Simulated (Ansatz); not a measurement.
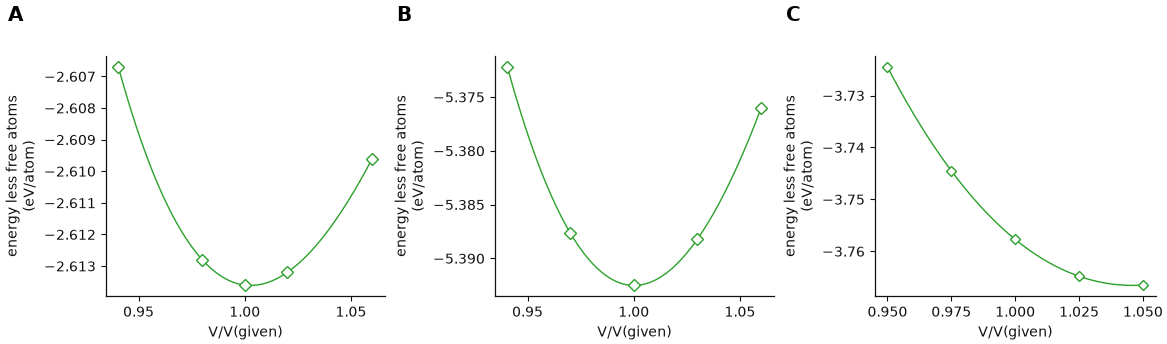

Each panel shows the energy less free atoms against V/V(given) for one of these solids: BP, Fm-3m (No. 225), 10.1 Å³/atom; SnTe, Fm-3m (No. 225), 31.4 Å³/atom; Y, Fd-3m (No. 227), 43.6 Å³/atom.

Computed with Ansatz 0.2.0: periodic Kohn-Sham DFT of a crystal at fixed atoms, scaled to the stated factor times the given cell; pressure positive in compression, energy less spherical unpolarised free atoms. Level: PBE.

> Which panel belongs to which solid?

A is Y (energy less free atoms from −2.6136 eV/atom to −2.6067 eV/atom, V0 43.7 Å³/atom, B0 10.8 GPa); B is BP (energy less free atoms from −5.3925 eV/atom to −5.3722 eV/atom, V0 10.08 Å³/atom, B0 163 GPa); C is SnTe (energy less free atoms from −3.7665 eV/atom to −3.7245 eV/atom).

For SnTe, limits of the calculation: no spin-orbit coupling on heavy atoms; small gap, it may come from the mesh.
